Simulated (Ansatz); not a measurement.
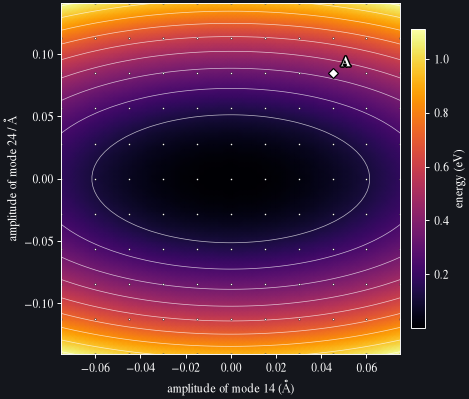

MgO (Pm-3n, No. 223; 12 atoms in the cell). The energy is mapped over two normal modes frozen in (zone-centre modes of the 12-atom cell of this scan). First axis: amplitude of mode 14 (356 cm⁻¹), largest displacement. Second axis: amplitude of mode 24 (492 cm⁻¹), largest displacement. Nothing is relaxed (the cell and all other modes fixed). The grid has 11 × 11 points; 36 points were computed and 85 follow by symmetry. Points are written as (first, second). Energies: eV per cell, counted from the lowest grid point. These are results of DFT PBE, scalar-relativistic, plane waves, PAW in Ansatz, not measurements. Settings: cutoff 520 eV, k-mesh 4×4×4, gaussian smearing 0.05 eV, no spin polarisation.

Drawn: a smooth colour map with a few white contour lines, dots at the grid points, the point A. Between grid points the surface is interpolated.

Which way does the force act at A, and how strong is it?

Answer. A, at (0.045 Å, 0.085 Å), is not a stationary point. The computed force is 2.9 eV for each Å towards smaller values of the first coordinate and 7.8 eV for each Å towards smaller values of the second coordinate.

PAW datasets: the set soft_1.
